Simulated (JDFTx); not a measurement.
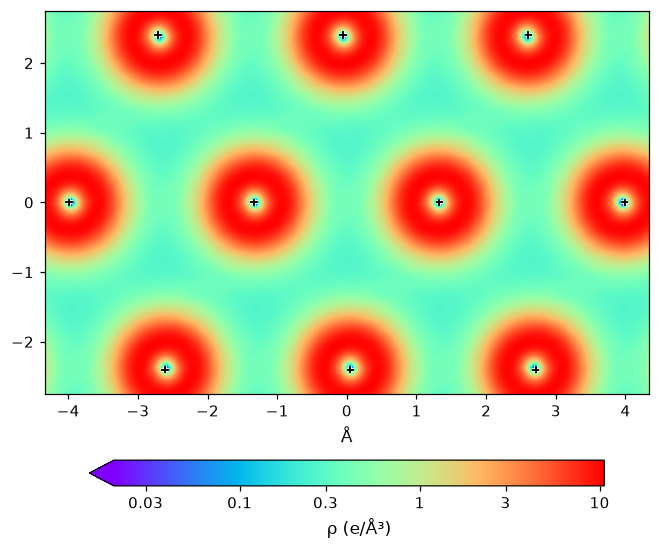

The valence pseudo-density on a plane through atoms (crosses mark nuclei in the plane).

Level of theory: JDFTx 1.7.0 (patched build), Kohn-Sham DFT of a periodic cell, PBE, PseudoDojo-SR-PBE-0.5-standard.

Candidates:
A. Ta, a = 3.32 Å, b = 3.32 Å, c = 3.32 Å, α = 90.00°, β = 90.00°, γ = 90.00°. Space group Im-3m.
B. Rh, a = 2.60 Å, b = 2.66 Å, c = 2.68 Å, α = 92.75°, β = 116.83°, γ = 118.73°. Space group P-1; changed on purpose from its base cell (cell strained at random at fixed volume); computed pressure about 9 GPa in this cell.
C. HfB2, a = 3.10 Å, b = 3.10 Å, c = 3.43 Å, α = 90.00°, β = 90.00°, γ = 120.00°. Space group P6/mmm; computed pressure about 13 GPa in this cell.

**Which system is this?**

Candidate B: Rh on the (101̄) plane of the conventional cell, which holds Rh. Rh–Rh (2.66 Å): ρ at the midpoint is about 0.41 e/Å³. Rh–Rh (2.72 Å): ρ at the midpoint is about 0.37 e/Å³.
